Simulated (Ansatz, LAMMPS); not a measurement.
# Site preference of a vacancy of C in amorphous Si0.40C0.60 (202 atoms), part 2 of 3

At which site of amorphous Si0.40C0.60 (202 atoms) does a vacancy of C cost least, and what about the site decides it?

Ansatz 0.2.0; Kohn-Sham DFT, LDA, PAW (set soft_2), plane waves.

The cell: 81 Si and 121 C. The quench rate of 100 K/ps is many orders above laboratory rates. The starting topology of bonds comes from the classical model. Sampling is at Γ alone, for a cell whose shortest periodic width is 13 Å.

So far. Step 2 (Single point at the start): The r.m.s. force at the start is 0.81 eV/Å. Step 3 (Relaxation): The relaxation converged after 43 steps, 25.1 eV below its start, with a largest force component of 0.030 eV/Å.

## 4. Single point at the relaxed geometry

One more single point at the end of the walk gives the fuller output and checks the residual forces.

input.yaml

```yaml
crystal:
  lattice:
    - [12.9103, 0.0, 0.0]
    - [0.0, 12.9103, 0.0]
    - [0.0, 0.0, 12.9103]
  atoms:
    - { symbol: Si, position: [0.20487, 0.22464, 0.2247] }
    - { symbol: Si, position: [0.94966, 0.88267, 0.18235] }
    - { symbol: Si, position: [0.6167, 0.495, 0.28334] }
    - { symbol: Si, position: [0.59015, 0.85166, 0.9058] }
    - { symbol: Si, position: [0.31674, 0.21187, 0.97609] }
    - { symbol: Si, position: [0.53723, 0.63779, 0.01634] }
    [... 190 atom lines left out ...]
    - { symbol: C, position: [0.12555, 0.8489, 0.28357] }
    - { symbol: C, position: [0.11181, 0.91558, 0.6269] }
    - { symbol: C, position: [0.78776, 0.16017, 0.05148] }
    - { symbol: C, position: [0.27624, 0.25388, 0.72303] }
    - { symbol: C, position: [0.60408, 0.2348, 0.79035] }
    - { symbol: C, position: [0.41547, 0.35337, 0.57884] }
kpoints:
  mp_grid: { grid: [1, 1, 1] }
hamiltonian:
  xc: lda
scf:
  occupations: { method: fermi_dirac, width: 0.05 }
output:
  forces: true
  stress: true
  populations: true
  dos:
    method: { smearing: { sigma: 0.1 } }
    de: 0.1
    projected: { site_lists: { C: [C], Si: [Si] } }
  eigenvalues: true
  write_density: true
  write_potential: true
  volumetric_format: npy
```

The run is started by

```console
> ansatz run input.yaml --threads 4 --pin off --max-ram 8192MiB --backend cpu --events-out ev --progress --plain --runs-dir out
```

Numbers of over 12 decimals in the logs are rounded to 6 here.

What it wrote:

```text
[...]
Crystal: 202 atoms, lattice volume = 2151.835 Å³
Basis set: ecut = 420 eV, 42115 PW (Γ)
Bands: 606, of which v1, the nominal top of the filled ones, is band 404 counted from 1 (403 counted from 0)
Symmetry: 1 space group operations
[...]
k-points: 1
[...]
SCF iter   1: F=—  HF=-78596.036108 eV  |F-HF|=—  |Δ(HF+E_count)|=         —  Δρ=1.08e-2  dr2=4.15e0  ethr=1.77e-3  ⟨swp⟩=5.0  Hψ=2542  notcnv=0  defer=163
[...]
SCF iter  11: F=-78595.177219 eV  HF=-78595.177219 eV  |F-HF|=2.53e-8  |Δ(HF+E_count)|=   2.99e-8  Δρ=4.22e-7  dr2=2.88e-8  ethr=1.24e-11  ⟨swp⟩=20.0  Hψ=5244  notcnv=0
SCF 1 converged in 11 iterations: F = -78595.177219 eV  dr2 = 2.88e-8
[...]
SCF converged after 11 iterations
Free energy (F): -78595.177219 eV
[...]
Internal energy: -78595.000617 eV  (E = F + TS)
E sigma→0 (E₀):  -78595.088918 eV
Entropy (-TS):   -0.176602 eV (-0.874 meV/atom)
Fermi energy:    9.174379 eV
[...]
--- Forces (eV/Å), atoms counted from 1 ---
  atom   1  Si     0.00316566     0.00235660    -0.00369154
  atom   2  Si     0.00401656    -0.00785115    -0.01000087
  atom   3  Si    -0.00621418    -0.02393873    -0.01656797
  atom   4  Si     0.00358273     0.00659367     0.00402304
  atom   5  Si    -0.00171128    -0.00232543    -0.00086624
  atom   6  Si     0.01204296    -0.00251847     0.00702842
  atom   7  Si     0.00142542     0.00427842     0.00188278
  atom   8  Si     0.00392107    -0.00542413     0.00237035
  atom   9  Si     0.00046001    -0.00104472     0.00295058
  atom  10  Si    -0.00420485     0.00330685     0.00800229
  atom  11  Si    -0.00763799     0.00163037    -0.00077698
  atom  12  Si    -0.00388600     0.00360916    -0.00045006
  atom  13  Si    -0.00401196    -0.00089411    -0.00642359
  atom  14  Si    -0.00040441    -0.00010617    -0.00322608
[...]
atom 201  C      0.00219855    -0.00035385    -0.00436748
  atom 202  C      0.00175292    -0.00483283     0.01060440
  max |Σ_I F_I| component: 4.87e-5 eV/Å
--- Stress (GPa, compression-positive) ---
       -4.411622      -0.180579      -0.835784
       -0.180579      -4.893002      -0.547968
       -0.835784      -0.547968      -3.457793
  P = ⅓ Tr σ = -4.2541 GPa (-42.541 kbar)
--- Band table (eV) ---
[...]
--- Löwdin populations: 202 sites ---
  site symbol       q [e]
     0     Si      3.6816
     1     Si      3.2129
     2     Si      3.1353
[...]
201      C      4.6207
  spilling = 0.009575 (of n_electrons = 808.000000)
```

The job ended after 68 s (4 threads of Arm Neoverse V2, shared host; peak memory 3.1 GiB; 4.4 min of CPU time).

Numbers from this run:

```yaml
free_energy: -78595.1772 eV
free_energy_per_atom: -389.0850 eV/atom
scf_cycles: 11
pressure: -4.254 GPa
r_m_s_force_component: 0.00537 eV/Å
longest_force: 0.03405 eV/Å
fermi_energy: 9.174 eV
levels_partly_filled_by_over_2_per_cent: 5
spilling_of_the_projection: 0.009575
```

Löwdin charges by element (they lack the spilled electrons, 0.038 e an atom on average):

```
element  coordination  atoms  mean charge (e)  spread   least    most
      C           all    121           -0.351   0.221  -0.932  0.0692
     Si           all     81            0.619   0.204   0.154    1.07
```

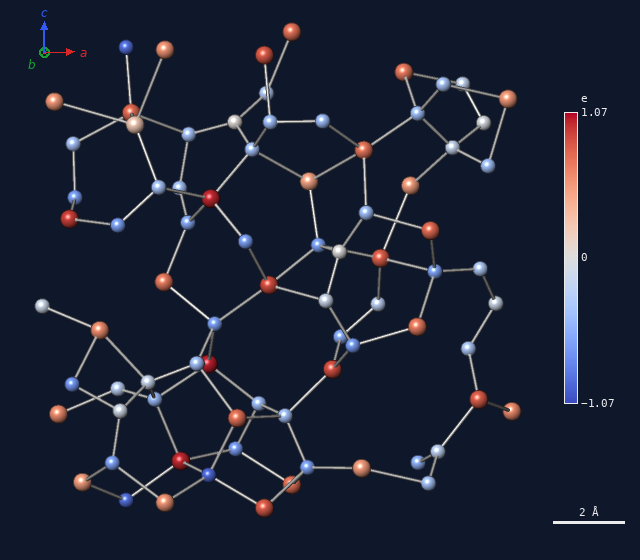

Atoms coloured by Löwdin charge. Drawn is a slice 4 Å thick, seen along the normal of the ac plane.

Density of states as counts of states in windows of 1 eV (from the Fermi level), total and the larger projections:

```
from (eV)  to (eV)  total   C p  Si p  Si s   C s
      -18      -17   17.6   2.7   2.2   1.3  11.3
      -17      -16   22.4   4.1   3.0   1.8  13.4
      -16      -15   27.3   5.8   3.8   2.3  15.2
      -15      -14   25.4   6.3   3.5   2.8  12.6
      -14      -13   28.3   8.1   4.0   3.6  12.5
      -13      -12   25.0   8.6   3.3   3.9   9.1
      -12      -11   32.7  12.8   4.4   6.6   8.7
      -11      -10   37.8  16.5   5.5   8.3   7.2
      -10       -9   43.7  21.6   6.7   9.3   5.8
       -9       -8   53.3  30.1   8.2   9.7   5.1
       -8       -7   56.7  33.9  10.0   8.5   4.0
       -7       -6   65.4  40.8  13.7   6.8   3.8
       -6       -5   66.1  41.1  15.9   5.3   3.3
       -5       -4   65.6  39.6  18.1   4.6   2.8
       -4       -3   71.9  41.2  23.0   4.3   2.7
       -3       -2   68.6  37.1  24.9   3.3   2.3
       -2       -1   59.5  30.6  22.8   2.8   2.1
       -1        0   35.0  17.6  12.8   1.9   1.5
        0        1   28.9  13.7   9.4   2.2   1.8
        1        2   44.1  15.2  16.6   4.2   3.9
        2        3   57.5  17.0  21.2   6.1   5.5
        3        4   69.4  17.0  25.9   8.3   6.6
        4        5   75.0  17.4  27.1   9.1   6.6
```

Between -19 and -18 eV lie 6 more states.

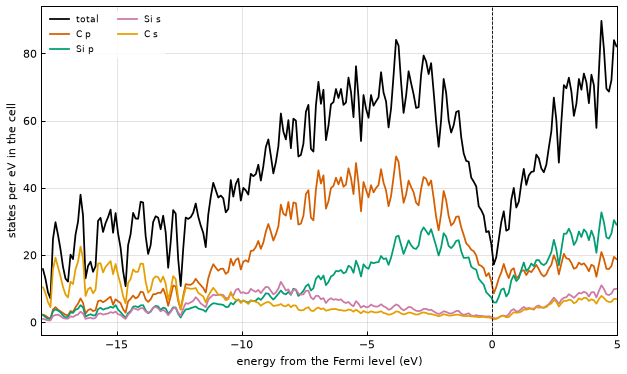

Total and projected density of states, with the broadening of the input.

The levels nearest the highest filled one (over half full), pooled over k-points and spins:

```
level less the highest filled one (eV)  occupation
                                -0.331        2.00
                                -0.308        2.00
                                -0.231        1.99
                                -0.137        1.95
                               -0.0828        1.87
                                     0        1.47
                                0.0862       0.657
                                 0.237       0.046
                                 0.295       0.015
                                 0.399       0.002
                                 0.459       0.001
                                 0.502           0
```

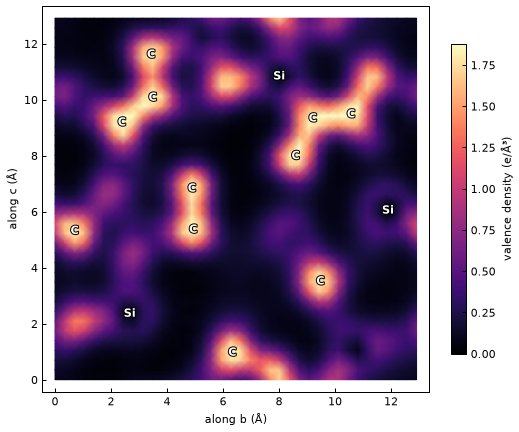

Valence density in the bc plane at fractional x = 0.299, with atoms of Si and C within 0.2 Å of it. It is the smooth field of the valence electrons, not physical close to the nuclei. The map starts off the cell's origin, so that atoms lie inside it.

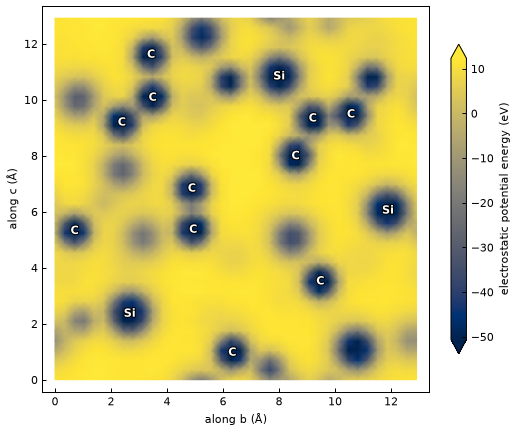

Electrostatic potential energy in the bc plane at fractional x = 0.299, with atoms of Si and C within 0.2 Å of it. With pseudopotentials it is smooth inside the atoms' cores, unlike the true potential. The map starts off the cell's origin, so that atoms lie inside it.

Counting bands leaves a spacing of only 0.086 eV (at Γ alone), which the smearing bridges: 5 levels are partly filled by over 2 %, so a gap, if any, is small at this level. Mean Löwdin charges: C -0.35, Si +0.62 e (they miss 0.96 % of the electrons, so they add up to more than the cell's charge). Within 0.4 eV of the Fermi level the largest share is C p (54 % of the projected weight).

## 5. Vacancy of C, site C130

The site has 3 bonded neighbours (C3) at 1.44 Å on average, by cutoffs that count no bonds between two metal atoms or like ions. The change is made in the relaxed cell and the atoms are relaxed again.

input.yaml

```yaml
crystal:
  lattice:
    - [12.9103, 0.0, 0.0]
    - [0.0, 12.9103, 0.0]
    - [0.0, 0.0, 12.9103]
  atoms:
    [... atom lines 1 to 126 left out ...]
    - { symbol: C, position: [0.62495, 0.39066, 0.55163] }
    - { symbol: C, position: [0.59187, 0.34395, 0.44772] }
    - { symbol: C, position: [0.97058, 0.92277, 0.38747] }
    - { symbol: C, position: [0.80189, 0.12536, 0.94476] }
    - { symbol: C, position: [0.2308, 0.57679, 0.21213] }
    - { symbol: C, position: [0.07689, 0.74638, 0.43466] }
    - { symbol: C, position: [0.82106, 0.3873, 0.03958] }
    [... atom lines 134 to 201 left out ...]
kpoints:
  mp_grid: { grid: [1, 1, 1] }
hamiltonian:
  xc: lda
scf:
  occupations: { method: fermi_dirac, width: 0.05 }
output:
  forces: true
  eigenvalues: true
relax:
  f_tol: 0.05
  max_steps: 90
```

What it wrote:

```text
[...]
Crystal: 201 atoms, lattice volume = 2151.835 Å³
Basis set: ecut = 420 eV, 42115 PW (Γ)
Bands: 603, of which v1, the nominal top of the filled ones, is band 402 counted from 1 (401 counted from 0)
Symmetry: 1 space group operations
[...]
k-points: 1
[...]
SCF iter   1: F=—  HF=-78348.721218 eV  |F-HF|=—  |Δ(HF+E_count)|=         —  Δρ=1.09e-2  dr2=4.47e0  ethr=1.77e-3  ⟨swp⟩=5.0  Hψ=2533  notcnv=0  defer=161
[...]
SCF iter   7: F=—  HF=-78347.852609 eV  |F-HF|=—  |Δ(HF+E_count)|=   1.06e-4  Δρ=3.26e-5  dr2=1.98e-4  ethr=1.28e-7  ⟨swp⟩=2.0  Hψ=446  notcnv=0  defer=165
SCF iter   8: F=-78347.852571 eV  HF=-78347.852591 eV  |F-HF|=2.02e-5  |Δ(HF+E_count)|=   1.87e-5  Δρ=1.28e-5  dr2=2.23e-5  ethr=7.77e-9  ⟨swp⟩=12.0  Hψ=3574  notcnv=0
SCF 1 converged in 8 iterations: F = -78347.852571 eV  dr2 = 2.23e-5
[...]
relax step   1: F+E_penalty+E_count = -78347.85257053 eV  Δ(F+E_penalty+E_count) = +0.000e0 eV  max|allowed force component| = 2.372e0 eV/Å  Δτ_max = 0.0000 Å  (8 SCF iters, dr2 threshold 6.25e-5 eV, accepted)
[...]
relax step   2: F+E_penalty+E_count = -78349.13644245 eV  Δ(F+E_penalty+E_count) = -1.284e0 eV  max|allowed force component| = 1.797e0 eV/Å  Δτ_max = 0.1950 Å  (6 SCF iters, dr2 threshold 1.00e-4 eV, accepted)
[...]
relax step   3: F+E_penalty+E_count = -78350.12245046 eV  Δ(F+E_penalty+E_count) = -9.860e-1 eV  max|allowed force component| = 2.072e0 eV/Å  Δτ_max = 0.1947 Å  (7 SCF iters, dr2 threshold 1.00e-4 eV, accepted)
relax step   4: F+E_penalty+E_count = -78351.00878774 eV  Δ(F+E_penalty+E_count) = -8.863e-1 eV  max|allowed force component| = 1.170e0 eV/Å  Δτ_max = 0.1949 Å  (7 SCF iters, dr2 threshold 1.00e-4 eV, accepted)
relax step   5: F+E_penalty+E_count = -78350.98925071 eV  Δ(F+E_penalty+E_count) = +1.954e-2 eV  max|allowed force component| = 3.281e0 eV/Å  Δτ_max = 0.1913 Å  (7 SCF iters, dr2 threshold 1.00e-4 eV, rejected (line search))
relax step   6: F+E_penalty+E_count = -78351.26518591 eV  Δ(F+E_penalty+E_count) = -2.564e-1 eV  max|allowed force component| = 7.884e-1 eV/Å  Δτ_max = 0.0932 Å  (10 SCF iters, accepted)
relax step   7: F+E_penalty+E_count = -78351.38309061 eV  Δ(F+E_penalty+E_count) = -1.179e-1 eV  max|allowed force component| = 3.490e-1 eV/Å  Δτ_max = 0.0990 Å  (6 SCF iters, dr2 threshold 1.00e-4 eV, accepted)
relax step   8: F+E_penalty+E_count = -78351.41874610 eV  Δ(F+E_penalty+E_count) = -3.566e-2 eV  max|allowed force component| = 2.242e-1 eV/Å  Δτ_max = 0.0728 Å  (6 SCF iters, dr2 threshold 2.39e-5 eV, accepted)
relax step   9: F+E_penalty+E_count = -78351.44830585 eV  Δ(F+E_penalty+E_count) = -2.956e-2 eV  max|allowed force component| = 1.972e-1 eV/Å  Δτ_max = 0.0569 Å  (7 SCF iters, dr2 threshold 9.85e-6 eV, accepted)
relax step  10: F+E_penalty+E_count = -78351.52864187 eV  Δ(F+E_penalty+E_count) = -8.034e-2 eV  max|allowed force component| = 5.438e-1 eV/Å  Δτ_max = 0.1681 Å  (8 SCF iters, dr2 threshold 1.60e-5 eV, accepted)
relax step  11: F+E_penalty+E_count = -78351.50781879 eV  Δ(F+E_penalty+E_count) = +2.082e-2 eV  max|allowed force component| = 9.535e-1 eV/Å  Δτ_max = 0.1930 Å  (7 SCF iters, dr2 threshold 1.00e-4 eV, rejected (line search))
relax step  12: F+E_penalty+E_count = -78351.66233171 eV  Δ(F+E_penalty+E_count) = -1.337e-1 eV  max|allowed force component| = 3.251e-1 eV/Å  Δτ_max = 0.0930 Å  (9 SCF iters, accepted)
relax step  13: F+E_penalty+E_count = -78351.65694576 eV  Δ(F+E_penalty+E_count) = +5.386e-3 eV  max|allowed force component| = 7.587e-1 eV/Å  Δτ_max = 0.0978 Å  (7 SCF iters, dr2 threshold 3.78e-5 eV, rejected (line search))
relax step  14: F+E_penalty+E_count = -78351.69695393 eV  Δ(F+E_penalty+E_count) = -3.462e-2 eV  max|allowed force component| = 2.277e-1 eV/Å  Δτ_max = 0.0489 Å  (9 SCF iters, accepted)
relax step  15: F+E_penalty+E_count = -78351.71627114 eV  Δ(F+E_penalty+E_count) = -1.932e-2 eV  max|allowed force component| = 1.599e-1 eV/Å  Δτ_max = 0.0470 Å  (6 SCF iters, dr2 threshold 1.85e-5 eV, accepted)
relax step  16: F+E_penalty+E_count = -78351.72558753 eV  Δ(F+E_penalty+E_count) = -9.316e-3 eV  max|allowed force component| = 5.007e-2 eV/Å  Δτ_max = 0.0133 Å  (6 SCF iters, dr2 threshold 1.25e-5 eV, accepted)
[...]
relax step  17: F+E_penalty+E_count = -78351.72715455 eV  Δ(F+E_penalty+E_count) = -1.567e-3 eV  max|allowed force component| = 3.274e-2 eV/Å  Δτ_max = 0.0040 Å  (7 SCF iters, accepted)
SCF converged after 7 iterations
Free energy (F): -78351.727155 eV
[...]
Internal energy: -78351.521494 eV  (E = F + TS)
E sigma→0 (E₀):  -78351.624324 eV
Entropy (-TS):   -0.205660 eV (-1.023 meV/atom)
Fermi energy:    9.179696 eV
[...]
Σ components = -78351.727155   (vs F -78351.727155, Δ=0.00e0)
--- Forces (eV/Å), atoms counted from 1 ---
  atom   1  Si     0.00674353     0.00333232     0.00354836
  atom   2  Si    -0.00289316    -0.00291016    -0.00003112
  atom   3  Si     0.00288238     0.00409770    -0.00302193
  atom   4  Si     0.00487930     0.00158196    -0.00351844
[...]
atom 201  C     -0.00034051    -0.00191888     0.00476377
  max |Σ_I F_I| component: 9.33e-5 eV/Å
--- Band table (eV) ---
[...]
--- Relaxed structure (17 steps of the walk, 14 accepted, 0 SCFs on fresh bases) ---
  F+E_penalty+E_count = -78351.72715455 eV   max|allowed force component| = 3.274e-2 eV/Å
  atoms:
    - { symbol: Si, position: [0.201275, 0.220522, 0.228102] }
    - { symbol: Si, position: [0.950388, 0.882641, 0.181214] }
    - { symbol: Si, position: [0.615069, 0.495158, 0.281607] }
    - { symbol: Si, position: [0.597394, 0.855886, 0.902182] }
[...]
- { symbol: C, position: [0.411670, 0.352046, 0.581042] }
```

The job ended after 12 min (4 threads; peak memory 3.1 GiB; 47 min of CPU time).

The relaxation converged after 17 steps, 3.87 eV below its start, with a largest force component of 0.033 eV/Å.

The surroundings of the place of the removed atom, after relaxation: 12 atoms, nearest first, with positions taken from that point. Atoms keep their numbers of the cell before the removal, where the removed atom was number 130.

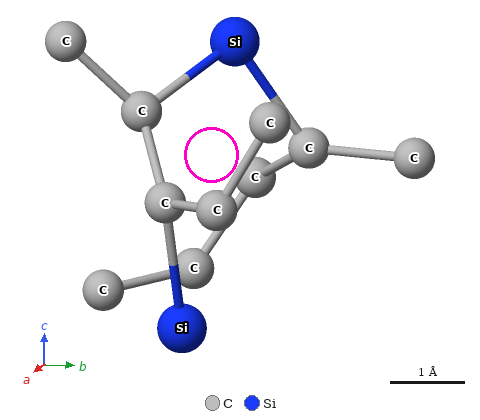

The atoms of the table, within 3.0 Å (arrows a, b, c point along x, y, z); some may hide others. A ring marks the centre wherever it is empty.

```
atom      x      y      z  distance (Å)
C198   0.34  -0.89   0.63          1.14
C174   1.17  -0.34  -0.43          1.29
Si58  -1.03   0.07   1.36          1.71
C179  -1.51   0.98  -0.18          1.81
C168   2.16   0.64  -0.26          2.27
Si63   0.68  -0.23  -2.28          2.39
C181  -2.43  -0.01  -0.85          2.57
 C87   0.76  -1.85   1.65          2.59
C156   2.11   1.37   0.99          2.71
C195  -1.60   2.44  -0.26          2.93
C189  -1.00  -1.77  -2.21          3.00
C129  -2.04  -0.77  -2.07          3.01
```

The largest move is 0.63 Å, by C198.

## 6. Vacancy of C, site C91

The site has 4 bonded neighbours (Si4) at 1.92 Å on average. 

Input and log are left out; they have the form of those shown for this kind of step.

Wall time 21 min (4 threads of Arm Neoverse V2, shared host); peak memory 3.1 GiB; 81 min of CPU time.

The relaxation converged after 30 steps, 2.33 eV below its start, with a largest force component of 0.041 eV/Å.

## 7. Vacancy of C, site C86

The site has 4 bonded neighbours (SiC3) at 1.67 Å on average. 

Input and log are left out; they have the form of those shown for this kind of step.

It took 18 min on 4 threads of Arm Neoverse V2, shared host; peak memory 3.1 GiB; 71 min of CPU time.

The relaxation converged after 26 steps, 4.42 eV below its start, with a largest force component of 0.042 eV/Å.

(Continued in part 3 of 3.)

[Logs are printed without paths, hosts, clocks, repeated set-up lines and the standing remarks that a program may print on its own settings, such as how far it seeks lower states.]

[Hosts, paths, dates, database ids (printed as entryN), source tags and the programs' standing remarks are cut or masked in the printed files.]
